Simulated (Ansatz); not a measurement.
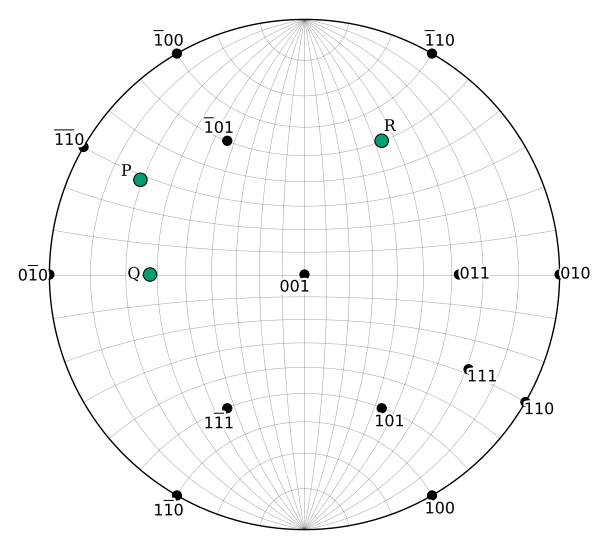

For BN, the input geometry of an electronic-structure calculation (not necessarily at equilibrium): stereographic projection of plane normals (upper hemisphere) centred on (0 0 1). Geometry calculated from the standardised cell; symmetry tolerance 0.002 Å.

a = 2.554 Å, b = 2.554 Å, c = 4.227 Å, α = 90.00°, β = 90.00°, γ = 120.00°.

> Index the poles marked P, Q, R.

P is (−1 −1 1), in four indices (−1 −1 2 1), 73.2° from the centre; Q is (0 −1 1), in four indices (0 −1 1 1), 62.4° from the centre; R is (−1 1 1), in four indices (−1 1 0 1), 62.4° from the centre.

> What is the angle between the normals of (−1 −1 1) and (−1 1 0), and what are their d_hkl = 1/|g|?

90.0°; d = 1.222 Å and 2.212 Å.
